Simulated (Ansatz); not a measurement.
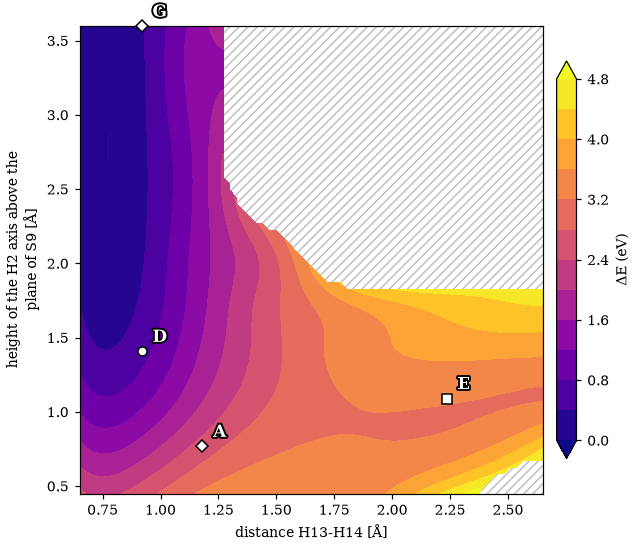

H₂ on a two-dimensional sheet of ZrS₂ (12 atoms of substrate and one adsorbate in a 2 × 2 cell). H2 lies flat over one site of a rigid substrate while its bond length and height are varied; it sits over a hollow site, heights counted from the top plane, its axis along the long diagonal of the hexagonal surface cell. Coordinates scanned: (1) distance H13-H14; (2) height of the H2 axis above the plane of S9. The scan uses an 8 × 9 grid. At 16 points there is no value (left out: too close to the surface, or the stretched molecule far from it). Points are written as (first, second). Energies: eV, counted from the lowest grid point. All numbers below come from DFT PBE+D3(BJ), scalar-relativistic, plane waves, PAW in Ansatz 0.2.0. Settings: cutoff 420 eV, k-mesh 6×6×1, gaussian smearing 0.05 eV, no spin polarisation.

In the figure: filled contours, one colour for all values above the top of the scale, hatched blanks where no value was computed, lettered points. Between grid points the surface is interpolated.

### Is G the lowest point of the computed grid?

No. G lies 0.35 eV above the lowest grid point, which is at (0.750 Å, 2.60 Å).

### Rank the lettered points by energy, lowest first.

G (0.35 eV), D (0.67 eV), A (2.55 eV), E (3.23 eV).

### What kind of point is each of A, D: minimum, saddle, maximum or slope?

A: on a slope; D: on a slope. (In these two coordinates alone; a stationary point may lie a little off the grid point.)

PAW datasets: the set soft_1.
